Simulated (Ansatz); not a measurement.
Run report: WS$_{3}$, geometry relaxation

The run: geometry relaxation of WS$_{3}$ (Pm-3m, 4 atoms in the cell). Method and program: DFT PBEsol, scalar-relativistic, plane waves, PAW, no spin polarisation (Ansatz 0.2.0).

Figures and captions count atoms from 1; the log counts them from 0 in places.

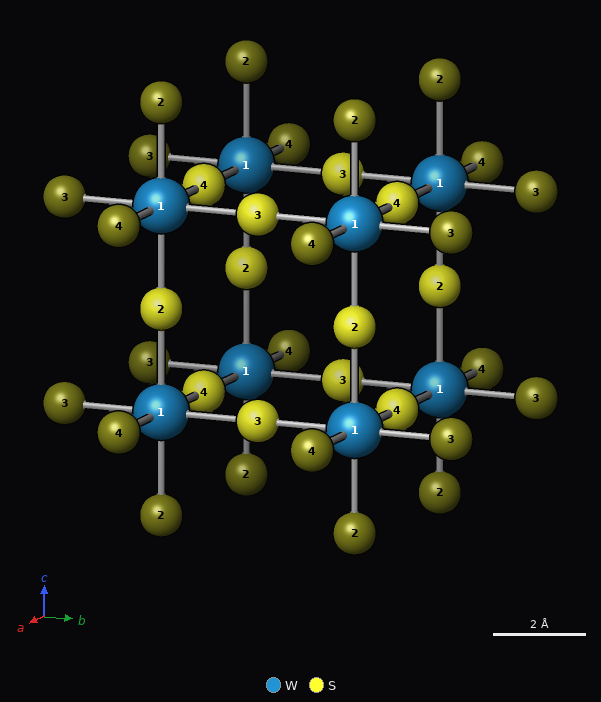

The starting structure (ball-and-stick view of the cell of the calculation, seen slightly off an axis; neighbours outside the cell are drawn fainter; atoms are numbered from 1 in the order of the input). An atom can appear more than once, as a periodic image. Near neighbours in the periodic cell (some may lie outside the picture): W has 6 S at 2.32 Å; S has 2 W at 2.32 Å.

The input:
```yaml
crystal:
  lattice:
    - [4.6369163511, 0.0, 0.0]
    - [0.0, 4.6369163511, 0.0]
    - [0.0, 0.0, 4.6369163511]
  atoms:
    - { symbol: W, position: [0.0, 0.0, 0.0] }
    - { symbol: S, position: [0.0, 0.0, 0.5] }
    - { symbol: S, position: [0.0, 0.5, 0.0] }
    - { symbol: S, position: [0.5, 0.0, 0.0] }
basis:
  ecutwfc: 420
kpoints:
  mp_grid: { grid: [10, 10, 10] }
hamiltonian:
  xc: pbesol
scf:
  occupations: { method: gaussian, width: 0.1 }
output:
  forces: true
  stress: true
  eigenvalues: true
  write_density: true
  write_potential: true
  elf: true
  volumetric_format: npy
relax:
  adjacent_minimum: "off"
  f_tol: 0.005
  max_steps: 80
  cell: { stress_tol: 0.05 }
```

Hardware: 2 threads of Intel Xeon @ 2.50GHz (Skylake/Cascade Lake), 189 GiB of memory available, shared host.

Launch command:
```bash
ansatz run input.yaml --threads 2 --pin off --max-ram 6144MiB --backend cpu --events-out ev --progress --plain --runs-dir out
```

What the program printed:
```
Engine: ansatz 0.2.0, x86_64-unknown-linux-gnu
Pseudopotentials: kind: paw
Pseudopotential: W, paw, valence charge 14, recommended cutoff 420 eV (normal), W.paw.azcp
Pseudopotential: S, paw, valence charge 6, recommended cutoff 420 eV (normal), S.paw.azcp
Functional definition: PBEsol
  exchange = pbesol_x
  correlation = pbesol_c
Crystal: 4 atoms, lattice volume = 99.698 Å³
Basis set: ecut = 420 eV, 1935 PW (Γ), exchange–correlation on 64×64×64 points (8 copies of the dense FFT grid, shifted against one another)
Bands: 20, of which v1, the nominal top of the filled ones, is band 16 counted from 1 (15 counted from 0)
Symmetry: 48 space group operations
Space group: Pm-3m (ITA 221), of the structure as read, at distance tolerance 4.6e-5 Å
k-points: 56 of 1000
Non-local potential: W, projectors of the file, l = 0: 3, l = 1: 2, l = 2: 2, l = 3: 1
Non-local potential: S, projectors of the file, l = 0: 2, l = 1: 2, l = 2: 2
PAW form: soft (Blöchl's): semilocal exchange-correlation on the pseudo side does not see the compensation charge
PAW frozen core: W, regenerated for the run's functional, and the local potential with it (the file was generated under x = pbe(κ = 0.804, μ = 0.2195149727645171), c = pbe(β = 0.06672455060314922))
PAW frozen core: S, regenerated for the run's functional, and the local potential with it (the file was generated under x = pbe(κ = 0.804, μ = 0.2195149727645171), c = pbe(β = 0.06672455060314922))
PAW one-centre angular grid: W, 590 points (default); XC on 64 Gauss nodes
PAW one-centre angular grid: S, 110 points (default); XC on 64 Gauss nodes
Initial density: superposition of atomic densities (neutral atoms: chi_scale 0, normalization atom), corrected by the library's trained network
Initial wavefunctions: pseudopotential atomic-orbital guess
Functional: x = pbesol(κ = 0.804, μ = 0.12345679012345678), c = pbesol(β = 0.046)
SCF iter   1: F=—  HF=-12911.435439 eV  |F-HF|=—  |Δ(HF+E_count)|=         —  Δρ=1.18e-2  dr2=2.99e-1  ethr=1.77e-3  ⟨swp⟩=5.8  Hψ=5853  notcnv=0
preconditioner: auto → Resta (q_TF=auto, 2.258 Å⁻¹)  ε∞=7.4  [insulator: Δε(μ)=0.178 eV  Ē_g=7.219 eV  σ=0.100 eV  W_gap=0.78  n_scr=18 (ndim 8)  ℏωp=18.2 eV  f_vac=0.151  D(μ)=0.48/eV (n_scr^D=0)  ε∞_Penn≈7.4]
SCF iter   2: F=—  HF=-12911.387602 eV  |F-HF|=—  |Δ(HF+E_count)|=   4.78e-2  Δρ=3.64e-3  dr2=1.95e-2  ethr=9.34e-4  ⟨swp⟩=2.1  Hψ=2203  notcnv=0
SCF iter   3: F=—  HF=-12911.383946 eV  |F-HF|=—  |Δ(HF+E_count)|=   3.66e-3  Δρ=1.31e-3  dr2=1.42e-3  ethr=6.09e-5  ⟨swp⟩=2.3  Hψ=1585  notcnv=0
SCF iter   4: F=—  HF=-12911.383845 eV  |F-HF|=—  |Δ(HF+E_count)|=   1.01e-4  Δρ=1.67e-4  dr2=3.70e-5  ethr=4.43e-6  ⟨swp⟩=2.0  Hψ=1967  notcnv=0
SCF iter   5: F=—  HF=-12911.384044 eV  |F-HF|=—  |Δ(HF+E_count)|=   2.00e-4  Δρ=5.16e-5  dr2=3.81e-6  ethr=1.16e-7  ⟨swp⟩=2.0  Hψ=1690  notcnv=0
SCF iter   6: F=—  HF=-12911.384046 eV  |F-HF|=—  |Δ(HF+E_count)|=   1.74e-6  Δρ=1.02e-5  dr2=1.54e-7  ethr=1.19e-8  ⟨swp⟩=2.2  Hψ=1712  notcnv=0
SCF iter   7: F=-12911.384046 eV  HF=-12911.384046 eV  |F-HF|=3.48e-9  |Δ(HF+E_count)|=   2.51e-7  Δρ=2.82e-6  dr2=1.52e-8  ethr=3.13e-10  ⟨swp⟩=10.4  Hψ=8677  notcnv=0
SCF 1 converged in 7 iterations: F = -12911.384046 eV  dr2 = 1.52e-8
  greatest PAW one-centre occupation: 1.000 electrons in one spin orbital (limit 2), on the W atom at site 0 (counted from 0), in its partial waves of l = 0
relax step   1: F+E_penalty+E_count = -12911.38404640 eV  Δ(F+E_penalty+E_count) = +0.000e0 eV  max|allowed force component| = 4.799e-30 eV/Å  Δτ_max = 0.0000 Å  P = +0.002 GPa  Ω = 99.698 Å³  (7 SCF iters, dr2 threshold 1.00e-7 eV, accepted)
Initial density: handed on by an earlier stage of this run
Initial wavefunctions: pseudopotential atomic-orbital guess (no wavefunctions were taken with the density)
iter 1 solved again at ethr=1.61e-7 eV; its pass at ethr=3.10e-3 eV (dr2=5.14e-5 eV) is discarded
SCF iter   1: F=—  HF=-12911.383878 eV  |F-HF|=—  |Δ(HF+E_count)|=         —  Δρ=3.25e-6  dr2=1.45e-8  ethr=1.61e-7  ⟨swp⟩=3.4  Hψ=9106  notcnv=0
eigensolver tolerance schedule: the retry pair's looser diagonalisation over-reported the residual by 3541.54 of it (diagonalisation noise at 0.22 of the residual, at the tolerance the schedule requests for it); recorded, not acted on — ethr = c·dr2/N_el stays at c = 1.0e-1
preconditioner: auto → Resta (q_TF=auto, 2.258 Å⁻¹)  ε∞=7.2  [insulator: Δε(μ)=0.168 eV  Ē_g=7.319 eV  σ=0.100 eV  W_gap=0.76  n_scr=18 (ndim 8)  ℏωp=18.2 eV  f_vac=0.146  D(μ)=0.43/eV (n_scr^D=0)  ε∞_Penn≈7.2]
SCF iter   2: F=—  HF=-12911.384046 eV  |F-HF|=—  |Δ(HF+E_count)|=   1.68e-4  Δρ=1.83e-6  dr2=5.04e-9  ethr=4.54e-11  ⟨swp⟩=3.3  Hψ=2670  notcnv=0
SCF iter   3: F=—  HF=-12911.384046 eV  |F-HF|=—  |Δ(HF+E_count)|=   3.42e-9  Δρ=1.08e-6  dr2=2.26e-9  ethr=1.58e-11  ⟨swp⟩=2.5  Hψ=1734  notcnv=0
SCF iter   4: F=—  HF=-12911.384046 eV  |F-HF|=—  |Δ(HF+E_count)|=   3.66e-9  Δρ=4.79e-7  dr2=1.18e-10  ethr=7.07e-12  ⟨swp⟩=2.0  Hψ=1792  notcnv=0
SCF iter   5: F=-12911.384046 eV  HF=-12911.384046 eV  |F-HF|=5.82e-11  |Δ(HF+E_count)|=  1.24e-10  Δρ=1.96e-7  dr2=3.63e-11  ethr=1.00e-12  ⟨swp⟩=6.7  Hψ=5612  notcnv=0
SCF 2 converged in 5 iterations: F = -12911.384046 eV  dr2 = 3.63e-11
relax step   2: F+E_penalty+E_count = -12911.38404641 eV  Δ(F+E_penalty+E_count) = -8.744e-9 eV  max|allowed force component| = 2.753e-30 eV/Å  Δτ_max = 0.0000 Å  P = +0.003 GPa  Ω = 99.698 Å³  stress off target by 2.61e-3 GPa  SCF on the basis re-selected at this cell (its energy is not comparable with the rows above)  (5 SCF iters)
```

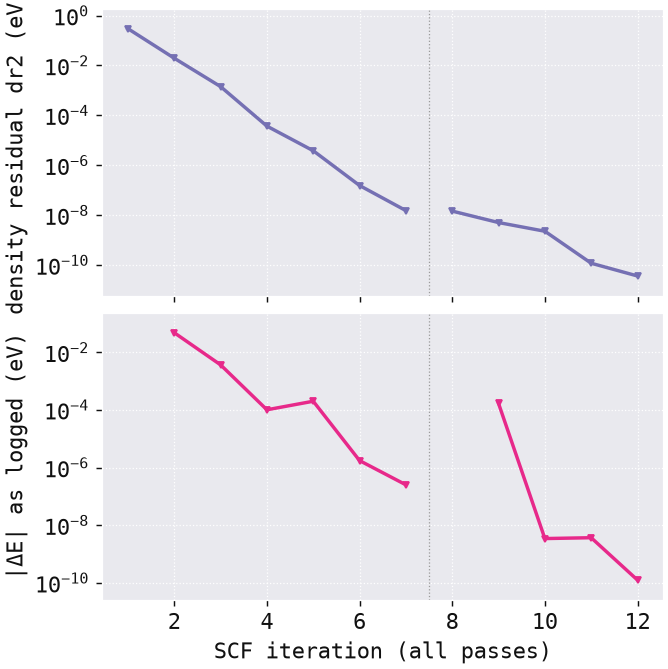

Convergence of the self-consistent field: density residual dr2 and size of the energy change against the SCF iteration. The dotted lines part the SCF passes of the relaxation: geometry steps, rejected trials and re-solves on a re-selected basis. The passes take 7 and 5 iterations.

```
basis re-selected at this cell: Δ(F+E_penalty+E_count) = -8.744e-9 eV, ΔP = +0.000 GPa vs the last step (what re-selecting the basis moved, of the pressure what is left beyond the Pulay correction that the steps carried, after the strain that the cell walked since its last selection, with what the two solves' SCF thresholds leave and, on support functions, any second-order correction that the steps lacked; it is no measure of the basis error at this ecutwfc). This SCF's stress stands 2.61e-3 GPa from its target on what of the cell is left free (relax.cell.stress_tol is 5.00e-2 GPa) and its largest allowed force component is 2.75e-30 eV/Å (relax.f_tol is 5.00e-3 eV/Å): within both
SCF converged after 5 iterations
Free energy (F): -12911.384046 eV
Harris-Foulkes:  -12911.384046 eV  (|F-HF|=5.82e-11)
Internal energy: -12911.381894 eV  (E = F + TS)
E sigma→0 (E₀):  -12911.382970 eV
Entropy (-TS):   -0.002152 eV (-0.538 meV/atom)
Fermi energy:    5.568633 eV
--- Per-component energies (eV) ---
  E_band       = -342.564742
  E_kinetic    = 769.007692
  E_local      = -2279.086513  (includes V_loc(G=0)·N_el)
  E_nonlocal   = 88.106741
  E_hartree    = 859.246709
  E_xc         = -551.094789
  E_vxc        = -497.341420  (∫ρ·V_xc dr)
  E_paw        = -10188.246603  (= ΣΔE_a)
  E_vpaw       = -141.744438  (= ΣTr[D̂ρ^β])
  E_aug_tail   = -0.000054  (compensation charges beyond the density's cutoff)
  E_ewald      = -1609.722717
  E_core_change = 0.407640  (= ΣΔE_core)
  E_smearing   = -0.002152  (= −TS)
  E_closure    = 0.000000  (closes the sum)
  Σ components = -12911.384046   (vs F -12911.384046, Δ=0.00e0)
--- Forces (eV/Å), atoms counted from 1 ---
  atom   1  W     -0.00000000     0.00000000    -0.00000000
  atom   2  S      0.00000000     0.00000000    -0.00000000
  atom   3  S      0.00000000    -0.00000000    -0.00000000
  atom   4  S      0.00000000    -0.00000000     0.00000000
  max |Σ_I F_I| component: 1.58e-30 eV/Å
--- Stress (GPa, compression-positive) ---
        0.002614       0.000000       0.000000
       -0.000000       0.002614       0.000000
        0.000000       0.000000       0.002614
  P = ⅓ Tr σ = 0.0026 GPa (0.026 kbar)
--- Band table (eV; the first three rows and the last of 56) ---
  k-point 0: bands = ["-69.4534", "-33.7098", "-33.7098", "-33.7098", "-8.5687", "-6.9293", "-6.9293", "1.4509", "1.4509", "1.4509", "3.9464", "3.9464", "3.9464", "4.4230", "4.4230", "4.4230", "5.0594", "5.0594", "5.0594", "6.7278"]
  k-point 1: bands = ["-69.4534", "-33.7105", "-33.7098", "-33.7098", "-8.5242", "-6.9267", "-6.9127", "1.2335", "1.4655", "1.4655", "3.5183", "3.5183", "3.9502", "4.3760", "4.5768", "4.6989", "4.6989", "5.2989", "5.2989", "6.7319"]
  k-point 2: bands = ["-69.4534", "-33.7125", "-33.7097", "-33.7097", "-8.4058", "-6.9199", "-6.8634", "0.6687", "1.5109", "1.5109", "2.9819", "2.9819", "3.9265", "3.9600", "4.2579", "4.8017", "4.8017", "5.9718", "5.9718", "6.7416"]
  k-point 55: bands = ["-69.4532", "-33.7172", "-33.7172", "-33.7172", "-6.5521", "-6.5521", "-6.5521", "-1.9044", "-0.2947", "-0.2947", "0.4765", "0.4765", "0.4765", "5.9679", "5.9679", "5.9679", "7.8628", "7.8628", "7.8628", "10.1363"]
--- Relaxed structure (1 steps of the walk, 1 accepted, 1 SCFs on fresh bases) ---
  F+E_penalty+E_count = -12911.38404641 eV   max|allowed force component| = 2.753e-30 eV/Å   (the final SCF, on the basis selected at the relaxed cell)
  cell:  # Å, volume = 99.6983 Å³
    - [4.6369163511, 0.0, 0.0]
    - [0.0, 4.6369163511, 0.0]
    - [0.0, 0.0, 4.6369163511]
  atoms:
    - { symbol: W, position: [0.0, 0.0, 0.0] }
    - { symbol: S, position: [0.0, 0.0, 0.5] }
    - { symbol: S, position: [0.0, 0.5, 0.0] }
    - { symbol: S, position: [0.5, 0.0, 0.0] }
```

Trajectory as extended XYZ (Å, eV, eV/Å), 2 frames, from step=1 to step=2:
```
4
Lattice="4.6369 0.0000 0.0000 0.0000 4.6369 0.0000 0.0000 0.0000 4.6369" Properties=species:S:1:pos:R:3:forces:R:3 step=1 energy=-12911.38405 pressure_GPa=0.00
W     0.0000    0.0000    0.0000    0.0000   0.0000   0.0000
S     0.0000    0.0000    2.3185    0.0000   0.0000   0.0000
S     0.0000    2.3185    0.0000    0.0000   0.0000   0.0000
S     2.3185    0.0000    0.0000    0.0000   0.0000   0.0000
4
Lattice="4.6369 0.0000 0.0000 0.0000 4.6369 0.0000 0.0000 0.0000 4.6369" Properties=species:S:1:pos:R:3:forces:R:3 step=2 energy=-12911.38405 pressure_GPa=0.00
W     0.0000    0.0000    0.0000    0.0000   0.0000   0.0000
S     0.0000    0.0000    2.3185    0.0000   0.0000   0.0000
S     0.0000    2.3185    0.0000    0.0000   0.0000   0.0000
S     2.3185    0.0000    0.0000    0.0000   0.0000   0.0000
```

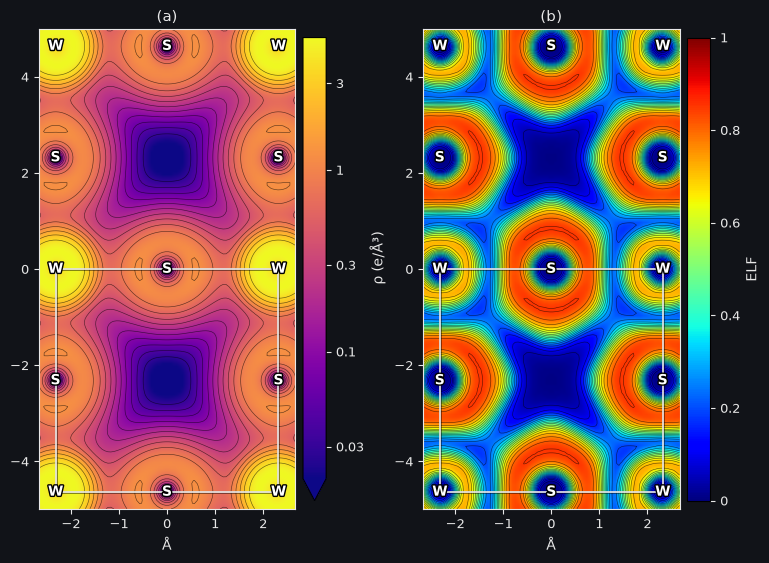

(a) valence charge density (pseudo); (b) electron localisation function on the (001) plane of the conventional cell. The section cuts through W and S sites. W–S (2.32 Å): the density is about 0.67 e/Å³ at the midpoint; the ELF is about 0.40 at the midpoint. Away from the nuclei the density in this plane falls to 0.01 e/Å³ at its lowest. The strong features right at W lie inside the PAW spheres (semicore, d or f shells) and say nothing about bonding. Core electrons are frozen (PAW), so the fields are smoothed inside the atomic spheres.

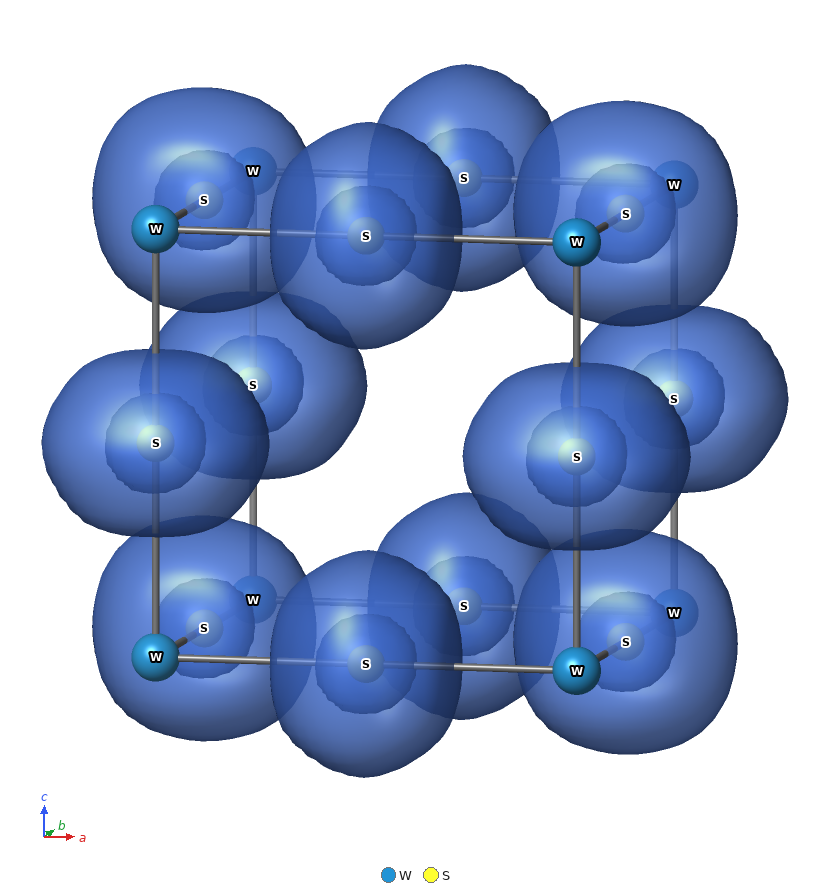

Isosurface of the ELF at 0.7 (blue), seen slightly off an axis. Core shells and regions of very low density are left out. Sticks mark near contacts. The outline is the cell set on symmetry axes. Values along the shortest contacts: W–S (2.32 Å): the ELF is about 0.40 at the midpoint.

Results in brief:

| quantity | value |
| --- | --- |
| outcome | converged |
| space group (tolerance 0.01 Å) | Pm-3m (221) |
| electrons treated | 32 |
| free energy | −12911.3840 eV |
| Fermi energy | 5.569 eV |
| gap on the k-point mesh | none (metallic) |
| pressure | 0.00 GPa |
| final volume | 99.70 Å³ |
| largest force (length of the vector) at the end | under 0.001 eV/Å |
| final cell | a = 4.637 Å, b = 4.637 Å, c = 4.637 Å, α = 90.00°, β = 90.00°, γ = 90.00° |
| wall time | 19 s (CPU time 34 s) |
| peak memory | 0.44 GiB |

Notes:

Spin–orbit coupling is left out, which matters for W.
